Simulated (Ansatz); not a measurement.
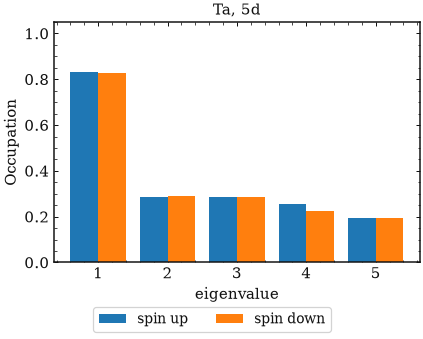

Eigenvalues of the local occupation matrix of the d shell (Löwdin-orthogonalised atomic projectors). System: TaN, space group Fm-3m (No. 225), 4 atoms in the cell, TaN type. Method: DFT LDA+U, scalar-relativistic, plane waves, PAW, Ueff = 7 eV on Ta d, spin-polarised, 7×7×7 k mesh, 420 eV cutoff, Gaussian smearing of 0.05 eV (Ansatz 0.2.0).

Counting eigenvalues over 0.6 as filled, Ta has 2 filled d states (d²), 1 up and 1 down; the eigenvalues sum to 3.7. The small eigenvalues come from mixing with neighbours' orbitals.

Start of the run: ferromagnetic start, free, default search. Such runs often end in metastable states, so this need not be the lowest one. Some starting moments didn't survive the run. The cell is at 25 GPa in this functional. Spin-orbit coupling is left out, which matters for Ta.
